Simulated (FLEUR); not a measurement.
**Magnetic state of free Co(0001) film, 3 layers from several starts**

A self-consistent run ends on one state, which hangs on the start. Several orders of free Co(0001) film, 3 layers are started in FLEUR and their energies compared.

Program: FLEUR MaX-R8.1. Level of theory: PBE; all-electron FLAPW film, Dirac cores, scalar-relativistic bands. Results are calculated unless marked as measured.

## 1. Starting point

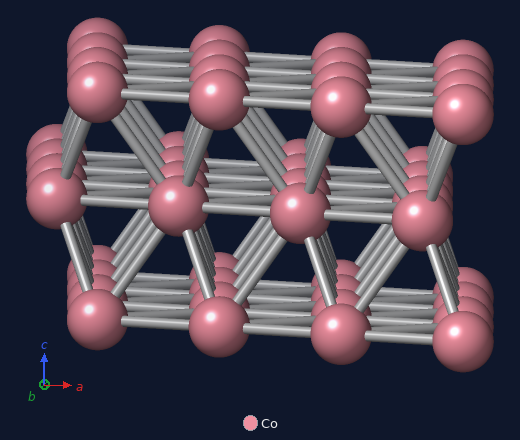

Start, viewed nearly edge on; cobalt pink. 4×4×1 cells are drawn.

The cell holds 3 atoms: 3 Co. Cell: a = 2.507 Å, b = 2.507 Å, c = 18.070 Å, α = 90.0°, β = 90.0°, γ = 120.0°. Layers at typed spacings, unrelaxed. Vacuum lies along c.

Structure file:

```xyz
3
Lattice="2.5070 0.0000 0.0000 -1.2535 2.1711 0.0000 0.0000 0.0000 18.0700" Properties=species:S:1:pos:R:3
Co    1.2535    0.7237    7.0000
Co    0.0000    1.4474    9.0350
Co    1.2535    0.7237   11.0700
```

## 2. Run 1 (ferro +++)

The parallel start is the test of whether parallel moments hold.

inpgen writes inp.xml from crystal.txt; cutoffs, mixing, functional, smearing and local orbitals are then set in the file. The k list default-1 (kpts.xml, not shown) is a Γ-centred 12×12×1 mesh; where the ranks do not divide the number of points, some are split in two of half the weight.

inp.xml

```
<?xml version="1.0" encoding="UTF-8" standalone="no"?>
<fleurInput fleurInputVersion="0.39">
   <comment>
      Co
   </comment>
   <calculationSetup>
      <cutoffs Kmax="3.66" Gmax="11.0" GmaxXC="11.0" numbands="0"/>
      <scfLoop itmax="120" minDistance="0.00002" maxIterBroyd="15" imix="Anderson" alpha="0.03" precondParam="0.0" spinf="2.0" sdNocoIR="T"/>
      <coreElectrons ctail="T" frcor="F" kcrel="1" coretail_lmax="0"/>
      <xcFunctional name="pbe" relativisticCorrections="F"/>
      <magnetism jspins="2"/>
      <soc l_soc="F" theta="0.0" phi="0.0" spav="F"/>
      <expertModes spex="0" secvar="F"/>
      <geometryOptimization l_f="F" forcealpha="1.0" forcemix="BFGS" epsdisp="0.00001" epsforce="0.00001"/>
      <ldaU l_linMix="F" mixParam="0.05" spinf="1.0"/>
   </calculationSetup>
   <cell>
      <bzIntegration valenceElectrons="51.0" mode="hist" fermiSmearingEnergy="0.00183747">
         <kPointListSelection listName="default-1"/>
         <xi:include xmlns:xi="http://www.w3.org/2001/XInclude" href="kpts.xml"> </xi:include>
      </bzIntegration>
      <xi:include xmlns:xi="http://www.w3.org/2001/XInclude" href="sym.xml"> </xi:include>
      <filmLattice scale="1.0" dVac="12.97" dTilda="15.47">
         <bravaisMatrixFilm>
            <row-1>    4.7375437355433538    -0.0000000791795246</row-1>
            <row-2>   -2.3687717992124133     4.1028332661104852</row-2>
         </bravaisMatrixFilm>
         <vacuumEnergyParameters vacuum="1" spinUp="-.25" spinDown="-.25"/>
      </filmLattice>
   </cell>
   <atomSpecies>
      <species name="Cobalt (Co2.000" element="Co" atomicNumber="27">
         <mtSphere radius="2.24" gridPoints="741" logIncrement="0.016"/>
         <atomicCutoffs lmax="8" lnonsphr="6"/>
         <electronConfig flipSpins="F">
            <coreConfig>(1s1/2) (2s1/2) (2p1/2) (2p3/2)</coreConfig>
            <valenceConfig>(3s1/2) (3p1/2) (3p3/2) (4s1/2) (3d3/2) (3d5/2)</valenceConfig>
            <stateOccupation state="(3d3/2)" spinUp="1.5" spinDown="1.3"/>
            <stateOccupation state="(3d5/2)" spinUp="3.0" spinDown="1.2"/>
         </electronConfig>
         <energyParameters s="4" p="4" d="3" f="4"/>
         <lo type="SCLO" l="0" n="3" eDeriv="0"/>
         <lo type="SCLO" l="1" n="3" eDeriv="0"/>
      </species>
   </atomSpecies>
   <atomGroups>
      <atomGroup species="Cobalt (Co2.000">
         <filmPos label="                   1">-1.000/3.000 1.000/3.000 -3.8456063830</filmPos>
         <filmPos label="                   3">-1.000/3.000 1.000/3.000 3.8456063830</filmPos>
         <force calculate="T" relaxXYZ="TTT"/>
      </atomGroup>
      <atomGroup species="Cobalt (Co2.000">
         <filmPos label="                   2">1.000/3.000 -1.000/3.000 .0000000000</filmPos>
         <force calculate="T" relaxXYZ="TTT"/>
      </atomGroup>
   </atomGroups>
   <output dos="F" band="F" slice="F">
      <bandDOS minEnergy="-.5*Htr" maxEnergy="0.5*Htr" sigma="0.015" storeEVData="T"/>
      <plotting iplot="0" polar="F">
         <plot TwoD="T" vec1="  1.0  0.0  0.0" vec2="  0.0  1.0  0.0" vec3="  0.0  0.0  1.0" zero="  0.0  0.0 -0.5" file="plot"/>
      </plotting>
      <moessbauerParams electricFieldGradient="F" isomerShift="T" coreHyperfine="T" valenceHyperfine="T"/>
   </output>
</fleurInput>
```

crystal.txt

```
Co
&input film=T cartesian=F /
2.50700018054  -0.00000004190  0.00000000000
-1.25350005399  2.17112586459  0.00000000000
0.00000000000  0.00000000000  1.00000000000
1.8897261246
1.0 1.0 1.0

3
27 0.66666666667  0.33333333333  -3.84560638303 : 2.000
27 0.33333333333  0.66666666667  0.00000000000 : 2.000
27 0.66666666667  0.33333333333  3.84560638303 : 2.000

&kpt div1=12 div2=12 div3=1 gamma=T /
```

Started as:

```
OMP_NUM_THREADS=1 inpgen -f crystal.txt > inpgen.log  # inp.xml is then edited as shown
OMP_NUM_THREADS=1 mpirun -n 4 fleur_MPI > fleur.log
```

The program printed:

```text
Welcome to FLEUR        (www.flapw.de)
      MaX-Release 8.1          (www.max-centre.eu)

 ========== k-point set info ==========
 Selected k-point list: default-1
 k-point list type: mesh
 0 x 0 x 0
 Number of k points: 20

 ------------Calculation Setup---------------------------
 Number of MPI-tasks      :            4
 Number of PE/node        :            4
 Number of OMP-threads    :            1
 k-points in parallel     :            4
 pe's per k-point         :            1
 No of k-point loops      :            5
 Eigenvalue solver        :       lapack
 Number of basis functions:          273
 Approximate size of matrices (H+S) per k-point:         0.002 GB
 --------------------------------------------------------
 [... lines of the core solver left out ...]
 Iteration:     1   Distance:      31.73511240 me/bohr^3
 [... lines of the core solver left out ...]
 Iteration:     2   Distance:      12.37048075 me/bohr^3
 [... lines of the core solver left out ...]
 Iteration:     3   Distance:      13.48366809 me/bohr^3
 [... lines of the core solver left out ...]
 Iteration:     4   Distance:       6.56776831 me/bohr^3
 [... lines of the core solver left out ...]
 Iteration:     5   Distance:       7.40368660 me/bohr^3
 [... lines of the core solver left out ...]
 Iteration:     6   Distance:       6.59033104 me/bohr^3
 [... lines of the core solver left out ...]
 Iteration:     7   Distance:       4.86326717 me/bohr^3
 [... lines of the core solver left out ...]
[... rest left out ...]

--- out.xml (last complete iteration) ---
<iteration numberForCurrentRun="   42" overallNumber="   42">
         <energyParameters units="Htr">
            <atomicEP atomType="1" spin="1" branch="4s" branchLowest="-3.71" branchHighest="1.37" value="-0.3165648094"/>
            <atomicEP atomType="1" spin="1" branch="4p" branchLowest="-2.34" branchHighest="1.97" value="-0.1776535133"/>
            <atomicEP atomType="1" spin="1" branch="3d" branchLowest="-9.99" branchHighest="-0.15" value="-0.2700333088"/>
            <atomicEP atomType="1" spin="1" branch="4f" branchLowest="-9.99" branchHighest="3.17" value="0.1406885093"/>
            <loAtomicEP atomType="1" spin="1" branch="3s" branchLowest="-32.96" branchHighest="-3.71" value="-3.7125162063"/>
            <loAtomicEP atomType="1" spin="1" branch="3p" branchLowest="-28.21" branchHighest="-2.34" value="-2.3628524163"/>
            <atomicEP atomType="2" spin="1" branch="4s" branchLowest="-3.71" branchHighest="1.37" value="-0.3371604841"/>
            <atomicEP atomType="2" spin="1" branch="4p" branchLowest="-2.35" branchHighest="1.97" value="-0.2000924642"/>
            <atomicEP atomType="2" spin="1" branch="3d" branchLowest="-9.99" branchHighest="-0.15" value="-0.2776949802"/>
            <atomicEP atomType="2" spin="1" branch="4f" branchLowest="-9.99" branchHighest="3.17" value="0.1170992006"/>
            <loAtomicEP atomType="2" spin="1" branch="3s" branchLowest="-32.97" branchHighest="-3.71" value="-3.7179693143"/>
            <loAtomicEP atomType="2" spin="1" branch="3p" branchLowest="-28.22" branchHighest="-2.35" value="-2.3681733724"/>
            <vacuumEP vacuum="1" spin="1" vzIR="-0.2714337322" vzInf="0.0000000000" value="-0.2500000000"/>
            <atomicEP atomType="1" spin="2" branch="4s" branchLowest="-3.62" branchHighest="1.42" value="-0.3186162436"/>
            <atomicEP atomType="1" spin="2" branch="4p" branchLowest="-2.26" branchHighest="2.02" value="-0.1844124240"/>
            <atomicEP atomType="1" spin="2" branch="3d" branchLowest="-9.99" branchHighest="-0.07" value="-0.2107951680"/>
            <atomicEP atomType="1" spin="2" branch="4f" branchLowest="-9.99" branchHighest="3.22" value="0.1306237894"/>
            <loAtomicEP atomType="1" spin="2" branch="3s" branchLowest="-32.92" branchHighest="-3.62" value="-3.6316649276"/>
            <loAtomicEP atomType="1" spin="2" branch="3p" branchLowest="-28.18" branchHighest="-2.26" value="-2.2840924592"/>
            <atomicEP atomType="2" spin="2" branch="4s" branchLowest="-3.63" branchHighest="1.42" value="-0.3469274408"/>
            <atomicEP atomType="2" spin="2" branch="4p" branchLowest="-2.27" branchHighest="2.02" value="-0.2151088116"/>
            <atomicEP atomType="2" spin="2" branch="3d" branchLowest="-9.99" branchHighest="-0.08" value="-0.2219308998"/>
            <atomicEP atomType="2" spin="2" branch="4f" branchLowest="-9.99" branchHighest="3.22" value="0.0983918671"/>
            <loAtomicEP atomType="2" spin="2" branch="3s" branchLowest="-32.93" branchHighest="-3.63" value="-3.6371524291"/>
            <loAtomicEP atomType="2" spin="2" branch="3p" branchLowest="-28.19" branchHighest="-2.27" value="-2.2895356101"/>
            <vacuumEP vacuum="1" spin="2" vzIR="-0.2746347265" vzInf="0.0000000000" value="-0.2500000000"/>
         </energyParameters>
         <bandgap value="0.0089040471" units="eV"/>
         <sumValenceSingleParticleEnergies value="-71.0904521583" units="Htr"/>
         <FermiEnergy value="-0.1828482009" units="Htr"/>
         <valenceDensity>
            <mtCharges spin="1">
               <mtCharge atomType="1" total="8.8008095" s="1.1931211" p="3.1259115" d="4.4701359" f="0.0088408"/>
               <mtCharge atomType="2" total="8.8423702" s="1.1916638" p="3.1653822" d="4.4692724" f="0.0122698"/>
            </mtCharges>
            <mtCharges spin="2">
               <mtCharge atomType="1" total="6.9703744" s="1.1972996" p="3.1569487" d="2.6051822" f="0.0085318"/>
               <mtCharge atomType="2" total="7.0412021" s="1.1994552" p="3.2016189" d="2.6246601" f="0.0120702"/>
            </mtCharges>
            <spinDependentCharge spin="1" total="28.1288322" interstitial="1.5852715" mtSpheres="26.4439892" vacuum1="0.0497858"/>
            <spinDependentCharge spin="2" total="22.8711680" interstitial="1.7778407" mtSpheres="20.9819509" vacuum1="0.0556882"/>
            <totalCharge value="51.0000002359"/>
         </valenceDensity>
         <allElectronCharges>
            <spinDependentCharge spin="1" total="43.1288444" interstitial="1.5852715" mtSpheres="41.4440014" vacuum1="0.0497858"/>
            <spinDependentCharge spin="2" total="37.8711558" interstitial="1.7778407" mtSpheres="35.9819387" vacuum1="0.0556882"/>
            <totalCharge value="81.0000002369"/>
         </allElectronCharges>
         <magneticMomentsInMTSpheres units="muBohr">
            <globalMagMoment atomType="1" vec="0.00000   0.00000   1.83044"/>
            <localMagMoment atomType="1" vec="0.00000   0.00000   1.83044"/>
            <globalMagMoment atomType="2" vec="0.00000   0.00000   1.80118"/>
            <localMagMoment atomType="2" vec="0.00000   0.00000   1.80118"/>
         </magneticMomentsInMTSpheres>
         <moessbauerParams unitsHFF="kG" unitsIS="e/bohr^3" unitsEFG="Htr/bohr^2">
            <coreHyperfineField atomType="1" hffTotal="-510.48803" isTotal="17076.56415">
               <shell n="1" l="0" hff="-5.20786" isomerShift="15585.69107"/>
               <shell n="2" l="0" hff="-506.86285" isomerShift="1482.02904"/>
               <shell n="2" l="1" hff="1.58268" isomerShift="8.84403"/>
            </coreHyperfineField>
            <coreHyperfineField atomType="2" hffTotal="-512.90269" isTotal="17076.48767">
               <shell n="1" l="0" hff="-5.20477" isomerShift="15585.64688"/>
               <shell n="2" l="0" hff="-509.29054" isomerShift="1481.99724"/>
               <shell n="2" l="1" hff="1.59263" isomerShift="8.84355"/>
            </coreHyperfineField>
            <isomerShift atomType="1" nucleusRadius="0.0000919" averageDensity="17299.79359"/>
            <isomerShift atomType="2" nucleusRadius="0.0000919" averageDensity="17299.68507"/>
         </moessbauerParams>
         <totalEnergy value="    -4180.3720337136" units="Htr">
            <sumOfEigenvalues value="    -2449.7730193159">
               <coreElectrons value="-2378.6825671576"/>
               <valenceElectrons value="-71.0904521583"/>
            </sumOfEigenvalues>
            <densityCoulombPotentialIntegral value="-6459.4266274576"/>
            <densityEffectivePotentialIntegral value="-6691.8801680251"/>
            <chargeDenXCDenIntegral value="-179.0139630641"/>
            <FockExchangeEnergyValence value="0.0000000000"/>
            <FockExchangeEnergyCore value="0.0000000000"/>
            <atomTypeDependentContributions atomType="1">
               <electronNucleiInteractionDifferentMTs value="3333.2567493041"/>
               <MadelungTerm value="-9.2749840785"/>
            </atomTypeDependentContributions>
            <atomTypeDependentContributions atomType="2">
               <electronNucleiInteractionDifferentMTs value="1667.3795095190"/>
               <MadelungTerm value="-3.8406627285"/>
            </atomTypeDependentContributions>
            <tkbTimesEntropy value="0.0009787775"/>
            <freeEnergy value="-4180.3730124911"/>
            <extrapolationTo0K value="-4180.3725231023"/>
         </totalEnergy>
         <densityConvergence units="me/bohr^3">
            <chargeDensity spin="1" distance="0.0000027562"/>
            <chargeDensity spin="2" distance="0.0000049785"/>
            <overallChargeDensity distance="0.0000053449"/>
            <spinDensity distance="0.0000060164"/>
         </densityConvergence>
      </iteration>
```

It took 45 s on 4 MPI ranks of Arm Neoverse V1, shared host; peak memory 0.26 GiB.

Spin moment in the muffin-tin sphere by atom:

```csv
atom,spin moment in the muffin-tin sphere (μB)
Co1,1.83
Co2,1.80
Co3,1.83
```

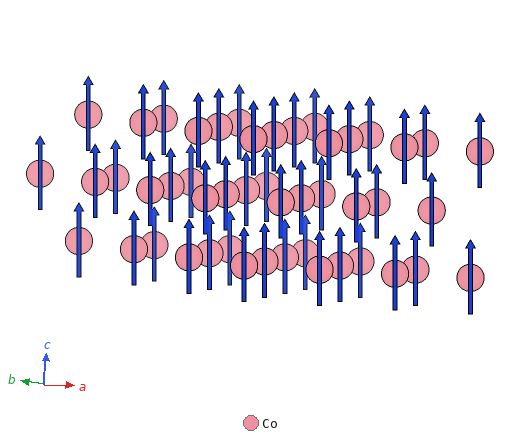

Spin moment in the muffin-tin sphere as arrows, the longest 1.83 μB. Up and down stand for the sign. Arrows give size and sign along the axis of quantisation, drawn up and down the page. 4×4×1 cells are drawn.

Read from the output:

```yaml
free_energy: -113753.7447 eV
program_s_band_gap_on_this_mesh_in_a_metal_only_a_level_spacing: 0.008904 eV
magnetization: 5.258 μB
final_state: ferromagnetic
```

After 42 cycles the largest moment stands at 1.83 μB.

(Continued in part 2 of 3.)

[Logs and program files are shortened in this print: banners, set-up blocks, solver, clock and traceback lines can be left out without a mark of their own.]

[Logs are printed without paths, hosts, clocks, repeated set-up lines and the standing remarks that a program may print on its own settings, such as how far it seeks lower states.]

[Hosts, paths, dates, database ids (printed as entryN), source tags and the programs' standing remarks are cut or masked in the printed files.]

[Where a cell is said to come from a database of computed structures, the database is the Materials Project.]
